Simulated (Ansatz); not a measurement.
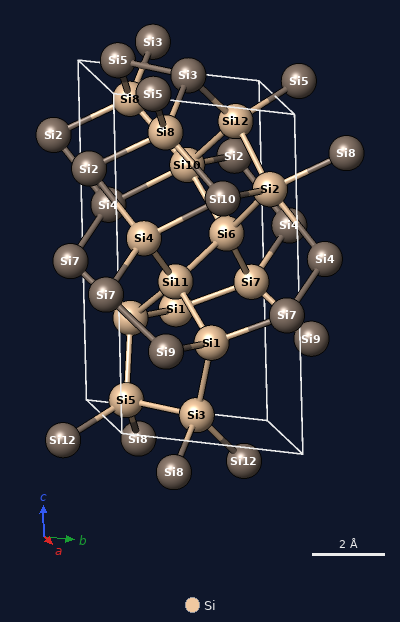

*The input geometry (ball-and-stick view of the cell of the calculation, seen slightly off an axis; neighbours outside the cell are drawn fainter; atoms are numbered from 1 in the order of the input).*

Near neighbours in the crystal (not all of them lie inside the picture): Si has 4 Si at 2.33 to 2.58 Å; Si has 5 Si at 2.44 to 2.58 Å.

Si: single-point calculation

The run: single-point calculation of Si (12 atoms in the cell). Method and program: DFT PBE, scalar-relativistic, plane waves, PAW, no spin polarisation (Ansatz 0.2.0).

The structure was made by a generator, so it may or may not be a known phase. Figures and captions count atoms from 1; the log counts them from 0 in places.

**Input file**
```yaml
crystal:
  lattice:
    - [5.1381758659, 0.0, 0.0]
    - [-0.1402401999, 5.2745305936, 0.0]
    - [-1.2144928695, -1.4627104699, 9.3813886925]
  atoms:
    - { symbol: Si, position: [0.9409788019, 0.5202811546, 0.2926832335] }
    - { symbol: Si, position: [0.822174893, 0.8883080617, 0.7552330059] }
    - { symbol: Si, position: [0.7234411234, 0.4704173483, 0.0552178635] }
    - { symbol: Si, position: [0.9235817931, 0.1632261182, 0.5765823531] }
    - { symbol: Si, position: [0.3853763986, 0.1469175036, 0.0464503713] }
    - { symbol: Si, position: [0.4515010979, 0.7125601907, 0.577531249] }
    - { symbol: Si, position: [0.1559558802, 0.9005960416, 0.4177175329] }
    - { symbol: Si, position: [0.0191246435, 0.2790602561, 0.9049022539] }
    - { symbol: Si, position: [0.2708655388, 0.2035316801, 0.2801150789] }
    - { symbol: Si, position: [0.1491539514, 0.5622205968, 0.7403851601] }
    - { symbol: Si, position: [0.6380099528, 0.3876815249, 0.4349060272] }
    - { symbol: Si, position: [0.5198359256, 0.7651995235, 0.9182758707] }
basis:
  ecutwfc: 420
kpoints:
  mp_grid: { grid: [4, 4, 2] }
hamiltonian:
  xc: pbe
scf:
  occupations: { method: gaussian, width: 0.1 }
  lower_state_search: "off"
output:
  forces: true
  stress: true
  eigenvalues: true
```

Launch command:
```bash
ansatz run input.yaml --threads 1 --pin off --max-ram 2560MiB --backend cpu --events-out ev --progress --plain --runs-dir out
```

**Output**
```
Engine: ansatz 0.2.0, aarch64-unknown-linux-gnu
Pseudopotentials: kind: paw
Pseudopotential: Si, paw, valence charge 4, recommended cutoff 420 eV (normal), Si.paw.azcp
Functional definition: PBE
  parameter kappa = 0.804
  parameter beta = 0.06672455060314922
  exchange = pbe_x(kappa = kappa, mu = beta*pi^2/3)
  correlation = pbe_c(beta = beta)
Crystal: 12 atoms, lattice volume = 254.249 Å³
Basis set: ecut = 420 eV, 4951 PW (Γ), exchange–correlation on 72×72×128 points (8 copies of the dense FFT grid, shifted against one another)
Bands: 36, of which v1, the nominal top of the filled ones, is band 24 counted from 1 (23 counted from 0)
Symmetry: 1 space group operations
Space group: P1 (ITA 1), of the structure as read, at distance tolerance 6.3e-5 Å
k-points: 20 of 32 (time reversal used)
Non-local potential: Si, projectors of the file, l = 0: 2, l = 1: 2, l = 2: 2
PAW form: soft (Blöchl's): semilocal exchange-correlation on the pseudo side does not see the compensation charge
PAW one-centre angular grid: Si, 110 points (default); XC on 64 Gauss nodes
Initial density: superposition of atomic densities (neutral atoms: chi_scale 0, normalization atom), corrected by the library's trained network
Initial wavefunctions: pseudopotential atomic-orbital guess
Functional: x = pbe(κ = 0.804, μ = 0.2195149727645171), c = pbe(β = 0.06672455060314922)
SCF iter   1: F=—  HF=-7627.009118 eV  |F-HF|=—  |Δ(HF+E_count)|=         —  Δρ=2.72e-3  dr2=4.43e-2  ethr=1.77e-3  ⟨swp⟩=7.7  Hψ=3969  notcnv=0
preconditioner: auto → Kerker (q_TF=auto, 2.066 Å⁻¹)  [metal: Δε(μ)=0.026 eV  Ē_g=7.542 eV  σ=0.100 eV  W_gap=0.14  n_scr=40 (ndim 8)  ℏωp=16.1 eV  f_vac=0.000  D(μ)=2.73/eV (n_scr^D=12)]
SCF iter   2: F=—  HF=-7627.007947 eV  |F-HF|=—  |Δ(HF+E_count)|=   1.17e-3  Δρ=1.62e-3  dr2=1.91e-2  ethr=9.23e-5  ⟨swp⟩=1.0  Hψ=880  notcnv=0
SCF iter   3: F=—  HF=-7627.007296 eV  |F-HF|=—  |Δ(HF+E_count)|=   6.52e-4  Δρ=3.35e-4  dr2=8.05e-4  ethr=3.97e-5  ⟨swp⟩=2.9  Hψ=1087  notcnv=0
SCF iter   4: F=—  HF=-7627.007648 eV  |F-HF|=—  |Δ(HF+E_count)|=   3.52e-4  Δρ=1.24e-4  dr2=2.05e-4  ethr=1.68e-6  ⟨swp⟩=2.2  Hψ=948  notcnv=0
SCF iter   5: F=—  HF=-7627.007741 eV  |F-HF|=—  |Δ(HF+E_count)|=   9.36e-5  Δρ=4.50e-5  dr2=1.22e-5  ethr=4.27e-7  ⟨swp⟩=2.2  Hψ=956  notcnv=0
SCF iter   6: F=—  HF=-7627.007833 eV  |F-HF|=—  |Δ(HF+E_count)|=   9.14e-5  Δρ=1.17e-5  dr2=7.94e-7  ethr=2.55e-8  ⟨swp⟩=2.1  Hψ=1108  notcnv=0  defer=1
SCF iter   7: F=-7627.007834 eV  HF=-7627.007834 eV  |F-HF|=4.97e-8  |Δ(HF+E_count)|=   7.31e-7  Δρ=3.47e-6  dr2=5.78e-8  ethr=2.08e-10  ⟨swp⟩=12.2  Hψ=4142  notcnv=0
SCF 1 converged in 7 iterations: F = -7627.007834 eV  dr2 = 5.78e-8
  greatest PAW one-centre occupation: 0.661 electrons in one spin orbital (limit 2), on the Si atom at site 3 (counted from 0), in its partial waves of l = 0
SCF converged after 7 iterations
Free energy (F): -7627.007834 eV
Harris-Foulkes:  -7627.007834 eV  (|F-HF|=4.97e-8)
Internal energy: -7626.994119 eV  (E = F + TS)
E sigma→0 (E₀):  -7627.000976 eV
Entropy (-TS):   -0.013714 eV (-1.143 meV/atom)
Fermi energy:    5.916414 eV
--- Per-component energies (eV) ---
  E_band       = 33.593587
  E_kinetic    = 478.431064
  E_local      = -428.230658  (includes V_loc(G=0)·N_el)
  E_nonlocal   = 310.411395
  E_hartree    = 129.441329
  E_xc         = -660.016275
  E_vxc        = -557.773822  (∫ρ·V_xc dr)
  E_paw        = -6151.673297  (= ΣΔE_a)
  E_vpaw       = -28.127299  (= ΣTr[D̂ρ^β])
  E_aug_tail   = 0.000076  (compensation charges beyond the density's cutoff)
  E_ewald      = -1305.357753
  E_smearing   = -0.013714  (= −TS)
  E_closure    = -0.000000  (closes the sum)
  Σ components = -7627.007834   (vs F -7627.007834, Δ=0.00e0)
--- Forces (eV/Å), atoms counted from 1 ---
  atom   1  Si    -0.04695011    -0.02903417     0.02574510
  atom   2  Si    -0.02375873    -0.03951401    -0.00779002
  atom   3  Si     0.05947918    -0.01908607     0.00880235
  atom   4  Si     0.01361540     0.06583398     0.01048084
  atom   5  Si    -0.04224140    -0.03216740     0.01235189
  atom   6  Si     0.03959426    -0.00653569    -0.04368424
  atom   7  Si     0.02208488     0.00800046     0.01961886
  atom   8  Si    -0.01213813     0.03840675     0.00800727
  atom   9  Si    -0.00699965    -0.02583924    -0.02213989
  atom  10  Si    -0.05379343    -0.04169411    -0.00687157
  atom  11  Si     0.02536339     0.05380561     0.01237628
  atom  12  Si     0.02574353     0.02782796    -0.01687826
  max |Σ_I F_I| component: 1.86e-5 eV/Å
--- Stress (GPa, compression-positive) ---
       -0.175048       0.070531      -0.033931
        0.070531      -0.062481      -0.066184
       -0.033931      -0.066184       0.120158
  P = ⅓ Tr σ = -0.0391 GPa (-0.391 kbar)
--- Band table (eV; the first three rows and the last of 20) ---
  k-point 0: bands = ["-6.2436", "-5.0032", "-4.4961", "-2.2586", "-1.8968", "-1.7975", "-1.2879", "-1.1826", "-0.9856", "-0.2414", "-0.0454", "1.6334", "2.0092", "2.1018", "2.2866", "2.6977", "2.7816", "3.2047", "3.6318", "3.7701", "3.9827", "4.1600", "4.7678", "5.6038", "6.5547", "6.8447", "7.0057", "7.1543", "7.4177", "7.5184", "7.6496", "8.0881", "8.3929", "8.4167", "9.0547", "9.4264"]
  k-point 1: bands = ["-5.9971", "-5.7335", "-3.3247", "-2.6437", "-2.2478", "-1.8949", "-1.7713", "-1.1764", "-1.0333", "-0.1784", "0.9689", "1.3390", "1.8631", "2.2062", "2.2666", "2.7381", "3.1549", "3.3199", "3.6647", "3.8273", "3.9558", "4.0713", "4.1695", "5.5978", "6.4031", "6.6436", "7.0058", "7.0813", "7.4180", "7.6326", "7.8996", "7.9383", "8.3136", "8.3652", "8.9408", "9.1693"]
  k-point 2: bands = ["-5.9678", "-4.8014", "-4.3678", "-3.3736", "-2.7648", "-1.9818", "-1.2661", "-0.8030", "-0.3189", "-0.0256", "0.4904", "1.3326", "1.6469", "2.2505", "2.4661", "2.7959", "2.8664", "3.0785", "3.3122", "3.6215", "3.9822", "4.2942", "4.5819", "5.5279", "6.3077", "6.6763", "6.9486", "7.3493", "7.5922", "7.9389", "8.3280", "8.5836", "8.8216", "9.0403", "9.2182", "9.4401"]
  k-point 19: bands = ["-4.3061", "-4.2447", "-4.1498", "-3.9057", "-3.4224", "-3.0518", "-2.9777", "-2.0526", "-0.7384", "0.2183", "0.3953", "0.6933", "1.4557", "1.8709", "2.0628", "2.6693", "3.8523", "4.3714", "4.6206", "4.7638", "4.8953", "5.0321", "5.5734", "5.6281", "7.1971", "7.6051", "7.7959", "7.9493", "8.1750", "8.6483", "8.8653", "8.8774", "9.0413", "9.3680", "9.4597", "9.6309"]
```

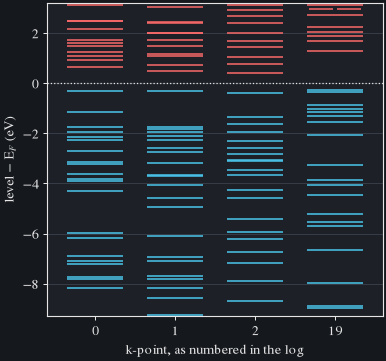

*Kohn–Sham levels near the Fermi level (dotted) at the few k-points that the log prints; levels within 0.02 eV of each other stand side by side.*

The system is metallic on the full mesh.

**Key numbers**

| quantity | value |
| --- | --- |
| outcome | converged |
| space group (tolerance 0.01 Å) | P1 (1) |
| electrons treated | 48 |
| free energy | −7627.0078 eV |
| Fermi energy | 5.916 eV |
| gap on the k-point mesh | none (metallic) |
| pressure | −0.04 GPa |
| largest force (length of the vector) | 0.068 eV/Å |
| hardware | 1 thread of Arm Neoverse V1, 24 GiB of memory available, shared host |
| wall time | 14 s |
| peak memory | 0.42 GiB |
